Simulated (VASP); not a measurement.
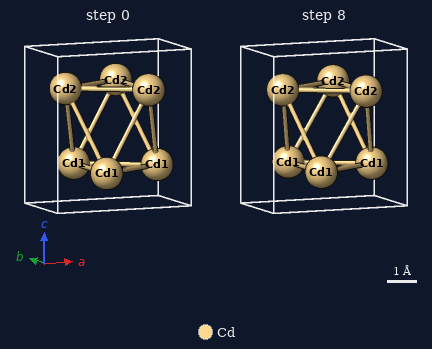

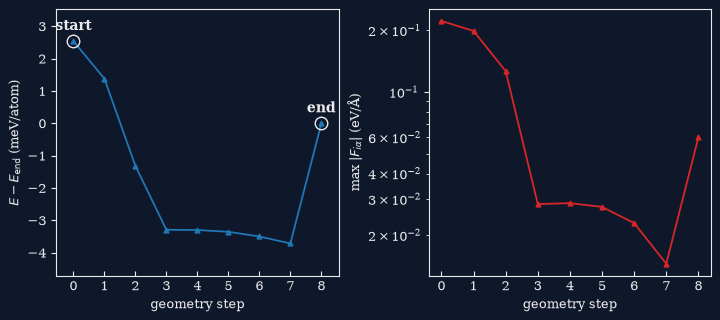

First and last geometry of a relaxation of crystalline Cd (set up in P-1), with the history of the run. Style: ball-and-stick. Shown: the conventional cell (2 times the calculation's cell), slightly off an axis. Lengths and directions refer to the drawn axes.

The run lets the atoms move in a fixed cell, from a rattled start.

All numbers below come from VASP, Kohn-Sham DFT of a periodic cell, revPBE, spin-orbit coupling, VASP PAW PBE potentials, materialsproject.

Input
```
SYSTEM = Cd
PREC = Accurate
ENCUT = 520
EDIFF = 1E-6
ISMEAR = 0
SIGMA = 0.05
LREAL = .False.
LASPH = .True.
NELM = 100
ALGO = Normal
ISIF = 2
LWAVE = .False.
LCHARG = .False.
LNONCOLLINEAR = .True.
MAGMOM = 0 0 0 0 0 0
LORBIT = 11
LSORBIT = .True.
GGA_COMPAT = .False.
GGA = RE
IBRION = 2
NSW = 40
EDIFFG = -0.01
```

Command:
```bash
cat potpaw_PBE.64/Cd/POTCAR > POTCAR
mpirun -np 1 vasp_ncl > vasp.out
```

Q: Did the run converge, and what did it change?

A: The run was cut off at its time limit before the relaxation converged, so the last structure is only a point on the way. After 8 geometry steps the energy has fallen by 2.5 meV per atom. The largest force component goes from 0.22 to 0.06 eV/Å. The largest moves, 0.072 Å, are those of Cd1 and Cd2. Cd1 goes along [−1 0 1]. The cell stays as it was. Near-neighbour distances that change, for instance: Cd1–Cd2 3.158 → 3.296 Å, Cd1–Cd2 (another image) 3.406 → 3.293 Å, Cd1–Cd2 (another image) 3.234 → 3.290 Å, Cd1–Cd2 (another image) 3.333 → 3.298 Å. The space group (tolerance 0.01 Å) goes from C2/m (No. 12) to Cmcm (No. 63).

```
step  E − E(0), meV/atom  largest force component, eV/Å
   0                0.00                         0.2224
   1               -1.16                         0.1986
   2               -3.86                         0.1266
   3               -5.83                         0.0284
   4               -5.84                         0.0287
   5               -5.89                         0.0275
   6               -6.04                         0.0229
   7               -6.25                         0.0145
   8               -2.54                         0.0601
```
